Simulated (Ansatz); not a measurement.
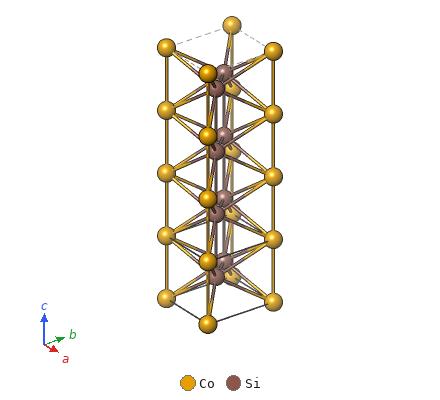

The structure; the drawing may span several cells.

Given this structure, the end point of a relaxation at fixed volume with DFT PBEsol, scalar-relativistic, plane waves, PAW (Ansatz 0.2.0); the starting structure was generated, so it need not be a known form of this composition, written in its standard cell:

Space group P6/mmm (No. 191). a = 4.088 Å, b = 4.088 Å, c = 2.463 Å, α = 90.00°, β = 90.00°, γ = 120.00°
```csv
atom,site,symmetry,x,y,z
Co,1a,6/mmm,0.0000,0.0000,0.0000
Si,2d,-6m2,0.3333,0.6667,0.5000
```

### Predict the [101] zone-axis pattern (100 kV, kinematic, B = 0.8 Å²).

The spots form a centred rectangular net whose two shortest vectors correspond to d = 3.54 Å and 2.02 Å, 73.4° apart. They are 0 1 0 and 1 0 -1. The pattern has symmetry 2mm. No reflection of this zone is absent.

Strongest reflections with d > 0.80 Å, one of each family (|F|² from tabulated Gaussian fits of the electron scattering factors, times a small damping for the curvature of the Ewald sphere):

| hkl | d (Å) | I (strongest = 100) |
| --- | --- | --- |
| 1 0 -1 | 2.022 | 100 |
| 0 3 0 | 1.180 | 43 |
| 2 -1 -2 | 1.055 | 30 |
| 1 2 -1 | 1.176 | 23 |
| 1 3 -1 | 0.912 | 10 |
| 0 1 0 | 3.540 | 4 |

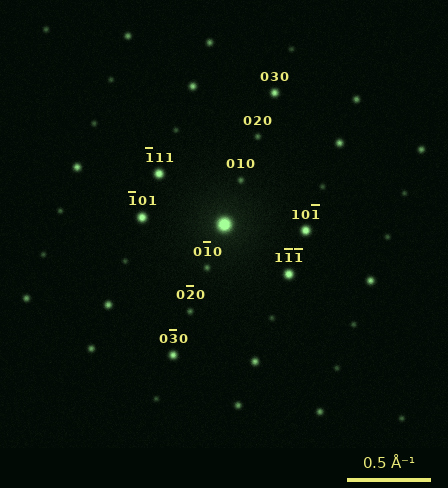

Calculated pattern, seen from the source side with [101] pointing towards the source.
